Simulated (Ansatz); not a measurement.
# C: single-point calculation

The run: single-point calculation of C (Pnc2, 8 atoms in the cell). Method and program: DFT PBE, scalar-relativistic, plane waves, PAW, PAW set soft_1, no spin polarisation (Ansatz 0.2.0).

The structure derives from an entry of the Crystallography Open Database. Figures and captions count atoms from 1; the log counts them from 0 in places.

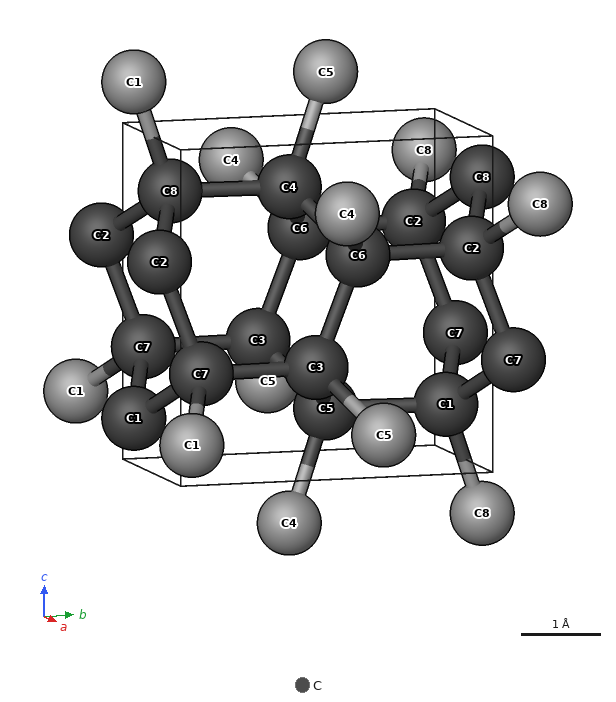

Figure 1. The input geometry (ball-and-stick view of the cell of the calculation, seen slightly off an axis; neighbours outside the cell are drawn fainter; atoms are numbered from 1 in the order of the input). An atom can appear more than once, as a periodic image.

## The input
```yaml
crystal:
  lattice:
    - [-2.5116408742, 0.0, 0.0]
    - [0.0, 0.0, -4.1802949113]
    - [0.0, -4.3502896045, 0.0]
  atoms:
    - { symbol: C, position: [0.5286665187, 0.9372685928, 0.1666666667] }
    - { symbol: C, position: [-0.0286665187, 0.9372685928, 0.6666666667] }
    - { symbol: C, position: [-0.0191110124, 0.4372685928, 0.3333333333] }
    - { symbol: C, position: [0.5191110124, 0.4372685928, 0.8333333333] }
    - { symbol: C, position: [0.4713334813, 0.5627314072, 0.1666666667] }
    - { symbol: C, position: [0.0286665187, 0.5627314072, 0.6666666667] }
    - { symbol: C, position: [0.0191110124, 0.0627314072, 0.3333333333] }
    - { symbol: C, position: [0.4808889876, 0.0627314072, 0.8333333333] }
basis:
  ecutwfc: 520.0
kpoints:
  mp_grid: { grid: [10, 6, 6] }
hamiltonian:
  xc: pbe
  pseudopotentials: { kind: paw, azcp: { folder: soft_1 } }
scf:
  occupations: { method: gaussian, width: 0.05 }
output:
  forces: true
  stress: true
  eigenvalues: true
  write_density: true
  write_potential: true
  elf: true
  volumetric_format: npy
```

Run on 2 threads of Arm Neoverse N1, 98 GiB of memory available, shared host.

Launch command:
```bash
ansatz run input.yaml --threads 2 --pin off --max-ram 4096MiB --backend cpu --events-out ev --progress --plain --runs-dir out
```

## Output
```
Engine: ansatz 0.2.0, aarch64-unknown-linux-gnu
Pseudopotentials: kind: paw
Pseudopotential: C, paw, valence charge 4, recommended cutoff 420 eV (normal), [file]
Functional definition: PBE
  parameter kappa = 0.804
  parameter beta = 0.06672455060314922
  exchange = pbe_x(kappa = kappa, mu = beta*pi^2/3)
  correlation = pbe_c(beta = beta)
Crystal: 8 atoms, lattice volume = 45.675 Å³
Basis set: ecut = 520 eV, 1235 PW (Γ), exchange–correlation on 40×64×72 points (8 copies of the dense FFT grid, shifted against one another)
Bands: 24, of which v1, the nominal top of the filled ones, is band 16 counted from 1 (15 counted from 0)
Symmetry: 4 space group operations
Space group: Pnc2 (ITA 30), of the structure as read, at distance tolerance 3.6e-5 Å
k-points: 96 of 360 (time reversal used)
Non-local potential: C, projectors of the file, l = 0: 2, l = 1: 2, l = 2: 1
PAW form: soft (Blöchl's): semilocal exchange-correlation on the pseudo side does not see the compensation charge
PAW one-centre angular grid: C, 110 points (default); XC on 64 Gauss nodes
Initial density: superposition of atomic densities (chi_scale 0.1, normalization cell)
Initial wavefunctions: pseudopotential atomic-orbital guess
Functional: x = pbe(κ = 0.804, μ = 0.2195149727645171), c = pbe(β = 0.06672455060314922)
SCF iter   1: F=—  HF=-2008.025013 eV  |F-HF|=—  |Δ(HF+E_count)|=         —  Δρ=1.36e-1  dr2=6.01e0  ethr=3.10e-3  ⟨swp⟩=5.8  Hψ=10700  notcnv=0
preconditioner: auto → none  [insulator: Δε(μ)=4.358 eV  Ē_g=16.882 eV  σ=0.050 eV  W_gap=1.00  n_scr=10 (ndim 8)  ℏωp=31.1 eV  f_vac=0.000  D(μ)=0.00/eV (n_scr^D=0)  ε∞_Penn≈4.4]
SCF iter   2: F=—  HF=-2006.070132 eV  |F-HF|=—  |Δ(HF+E_count)|=    1.95e0  Δρ=5.45e-2  dr2=8.41e-1  ethr=3.10e-3  ⟨swp⟩=3.0  Hψ=5443  notcnv=0  defer=294
SCF iter   3: F=—  HF=-2005.868148 eV  |F-HF|=—  |Δ(HF+E_count)|=   2.02e-1  Δρ=6.03e-3  dr2=5.67e-3  ethr=2.63e-3  ⟨swp⟩=2.8  Hψ=3911  notcnv=0  defer=294
SCF iter   4: F=—  HF=-2005.870509 eV  |F-HF|=—  |Δ(HF+E_count)|=   2.36e-3  Δρ=1.65e-3  dr2=2.12e-3  ethr=1.77e-5  ⟨swp⟩=2.1  Hψ=3650  notcnv=0  defer=294
SCF iter   5: F=—  HF=-2005.869915 eV  |F-HF|=—  |Δ(HF+E_count)|=   5.94e-4  Δρ=3.01e-4  dr2=1.31e-5  ethr=6.61e-6  ⟨swp⟩=2.0  Hψ=3047  notcnv=0  defer=294
SCF iter   6: F=—  HF=-2005.869942 eV  |F-HF|=—  |Δ(HF+E_count)|=   2.66e-5  Δρ=8.17e-5  dr2=9.06e-7  ethr=4.10e-8  ⟨swp⟩=2.0  Hψ=3805  notcnv=0  defer=294
SCF iter   7: F=-2005.869943 eV  HF=-2005.869943 eV  |F-HF|=1.80e-8  |Δ(HF+E_count)|=   1.75e-6  Δρ=5.65e-6  dr2=2.64e-8  ethr=3.13e-10  ⟨swp⟩=15.8  Hψ=18651  notcnv=0
SCF 1 converged in 7 iterations: F = -2005.869943 eV  dr2 = 2.64e-8
  greatest PAW one-centre occupation: 0.646 electrons in one spin orbital (limit 2), on the C atom at site 5 (counted from 0), in its partial waves of l = 0
```

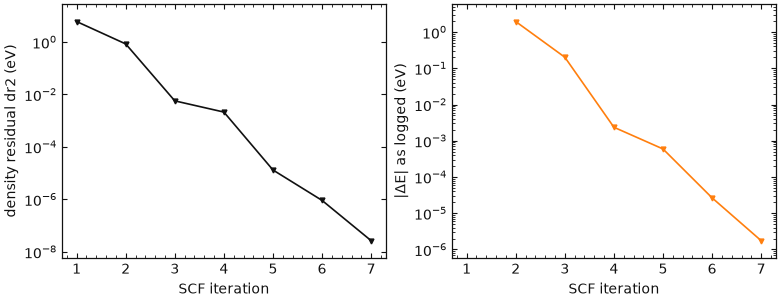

Figure 2. Convergence of the self-consistent field: density residual dr2 and size of the energy change against the SCF iteration. The residual falls at every step.

```
SCF converged after 7 iterations
Free energy (F): -2005.869943 eV
Harris-Foulkes:  -2005.869943 eV  (|F-HF|=1.80e-8)
Internal energy: -2005.869943 eV  (E = F + TS)
E sigma→0 (E₀):  -2005.869943 eV
Fermi energy:    15.203886 eV
--- Per-component energies (eV) ---
  E_band       = 137.900286
  E_kinetic    = 716.523460
  E_local      = -444.451199  (includes V_loc(G=0)·N_el)
  E_nonlocal   = 183.662984
  E_hartree    = 107.015875
  E_xc         = -381.120181
  E_vxc        = -470.665116  (∫ρ·V_xc dr)
  E_paw        = -799.455046  (= ΣΔE_a)
  E_vpaw       = -61.201193  (= ΣTr[D̂ρ^β])
  E_aug_tail   = 0.000015  (compensation charges beyond the density's cutoff)
  E_ewald      = -1388.045851
  E_smearing   = -0.000000  (= −TS)
  E_closure    = -0.000000  (closes the sum)
  Σ components = -2005.869943   (vs F -2005.869943, Δ=0.00e0)
--- Forces (eV/Å), atoms counted from 1 ---
  atom   1  C      2.30137186     0.05956998     0.04231670
  atom   2  C     -2.30137186     0.05956998     0.04231670
  atom   3  C     -0.79260494    -0.05957161     0.03984655
  atom   4  C      0.79260494    -0.05957161     0.03984655
  atom   5  C     -2.30137186     0.05956998    -0.04231670
  atom   6  C      2.30137186     0.05956998    -0.04231670
  atom   7  C      0.79260494    -0.05957161    -0.03984655
  atom   8  C     -0.79260494    -0.05957161    -0.03984655
  max |Σ_I F_I| component: 6.54e-6 eV/Å
--- Stress (GPa, compression-positive) ---
       -1.152697       0.000000       0.000000
        0.000000       0.644272       0.000000
        0.000000       0.000000       0.352604
  P = ⅓ Tr σ = -0.0519 GPa (-0.519 kbar)
--- Band table (eV; the first three rows and the last of 96) ---
  k-point 0: bands = ["-8.1905", "-2.9706", "-2.6523", "-1.1178", "-0.0816", "2.1653", "3.5601", "4.3304", "7.1519", "7.6599", "10.2473", "10.4557", "10.6206", "13.1288", "13.1910", "13.5646", "18.2956", "18.4653", "18.5098", "18.7966", "21.2976", "21.5001", "21.6792", "21.9054"]
  k-point 1: bands = ["-8.0186", "-4.0689", "-2.4974", "0.0786", "0.2023", "1.0918", "3.7707", "4.8705", "7.3050", "8.3656", "9.5994", "10.1176", "10.5454", "12.8354", "12.8759", "12.9365", "18.3113", "18.6278", "18.8913", "19.0902", "21.5885", "21.6214", "21.7040", "22.0265"]
  k-point 2: bands = ["-7.5046", "-5.4903", "-2.0341", "-0.2118", "0.5472", "1.7551", "3.3465", "6.8571", "7.6154", "7.7490", "9.3500", "9.7030", "10.9030", "11.1296", "12.1938", "12.3215", "18.3944", "18.6564", "19.6805", "19.8149", "21.1937", "21.4105", "22.4061", "23.2042"]
  k-point 95: bands = ["-1.4944", "-1.4944", "-1.4329", "-1.4329", "0.5058", "0.5058", "0.6427", "0.6427", "8.4656", "8.4656", "8.4787", "8.4787", "8.7553", "8.7553", "8.8246", "8.8246", "19.1687", "19.1687", "19.2877", "19.2877", "19.7894", "19.7894", "20.1192", "20.1192"]
```

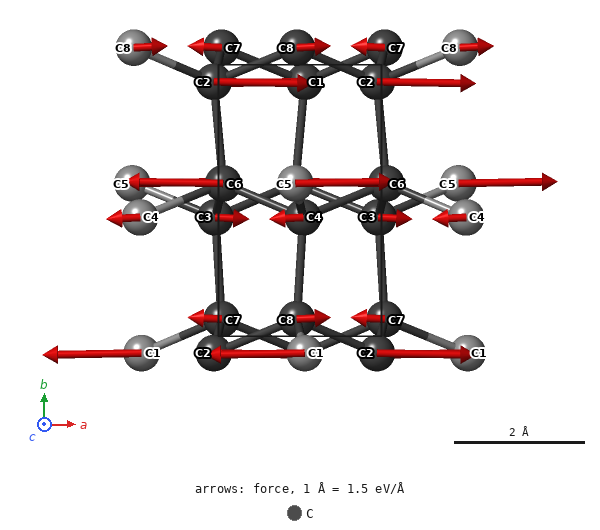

Figure 3. Forces on the atoms as red arrows (ball-and-stick view of the cell of the calculation, along the c axis; neighbours outside the cell are drawn fainter; atoms are numbered from 1 in the order of the input). The largest act on C1, C2, C5, C6 (2.30 eV/Å); C3, C4, C7, C8 (0.80 eV/Å). The geometry is not a stationary point of this energy.

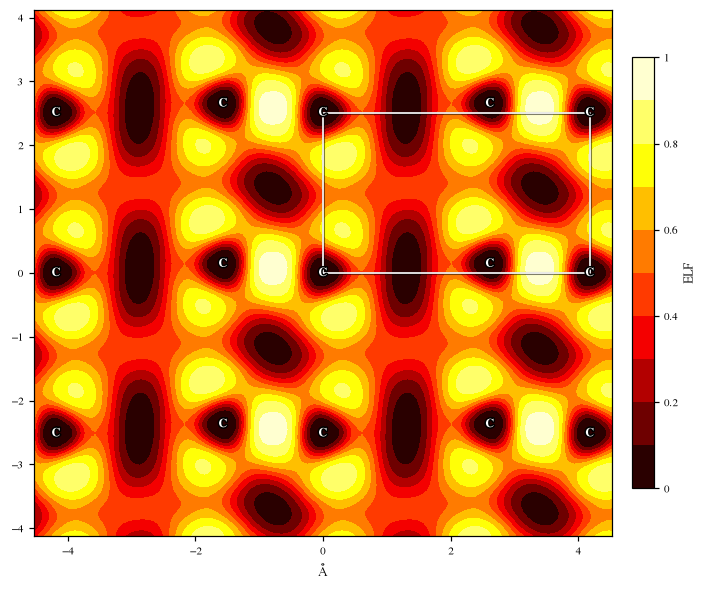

Figure 4. ELF on the (001) plane of the conventional cell. C–C (1.57 Å): the ELF peaks at about 0.95 between the atoms, which marks a covalent bond. Core electrons are frozen (PAW), so the fields are smoothed inside the atomic spheres.

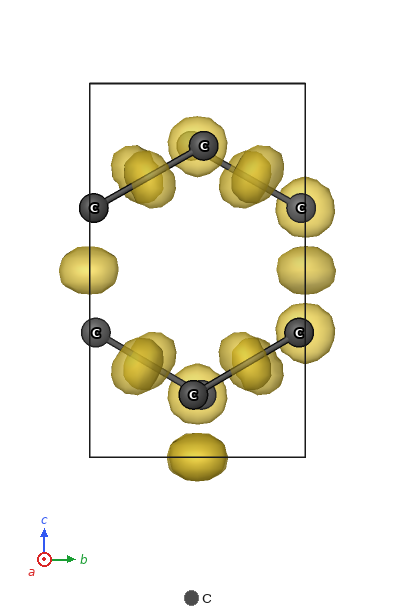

Figure 5. Isosurface of the ELF at 0.85 (yellow), seen along the a axis. Core shells and regions of very low density are left out. Sticks mark near contacts. The outline is the cell set on symmetry axes. The ELF exceeds this value in 16 regions between bonded C–C atoms (shared pairs), counted in one cell of 8 atoms. Along the contacts the grid gives the following. C–C (1.52 Å): the ELF peaks at about 0.95 between the atoms, which marks a shared electron pair. C–C (1.57 Å): the ELF peaks at about 0.95 between the atoms, as expected for localised, shared-pair bonding.

## Key numbers

| quantity | value |
| --- | --- |
| outcome | converged |
| space group (tolerance 0.01 Å) | Pnc2 (30) |
| electrons treated | 32 |
| free energy | −2005.8699 eV |
| Fermi energy | 15.204 eV |
| gap on the k-point mesh | 3.28 eV |
| pressure | −0.05 GPa |
| largest force (length of the vector) | 2.303 eV/Å |
| wall time | 18 s (CPU time 35 s) |
| peak memory | 0.41 GiB |
